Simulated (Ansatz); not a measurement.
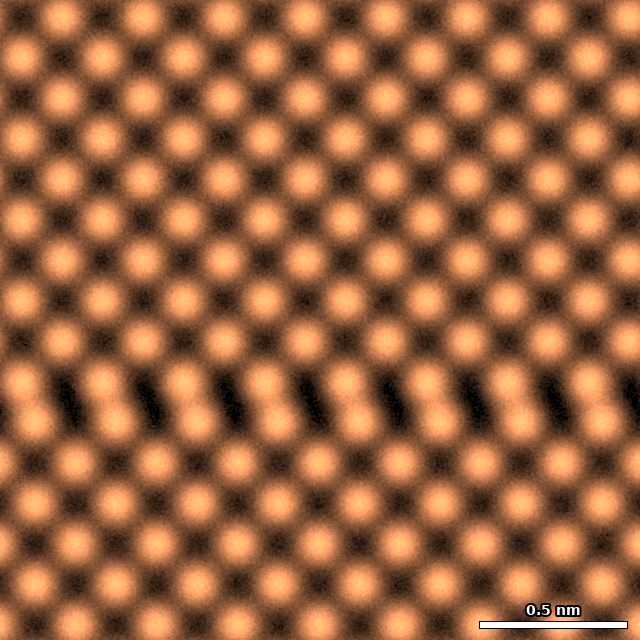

iDPC-like image of Ir (Fd-3m, No. 227) along [001]. Simulated as the projected potential of neutral atoms (B = 0.5 Å²) blurred by a 1.00 Å probe, the thin-sample limit of integrated differential phase contrast. The display is stretched by a gamma of 0.65; percentages refer to the linear signal. Shot noise was added.

One planar defect was built into the perfect crystal by geometry alone, without relaxation. Host structure: the geometry relaxed with DFT, PBE, plane waves (420 eV) with PAW, scalar-relativistic (Ansatz 0.2.0); the starting structure was generated, so it need not be a known form of this composition.

Where does the periodic pattern break, and how?

Answer. A planar fault (a stacking fault) runs horizontally about 14 Å below the top edge. The part above it is shifted along the boundary by 1/3 of the 2.79 Å repeat of the rows (0.9 Å to the right, the same as 1.9 Å to the left); both parts keep the same orientation.
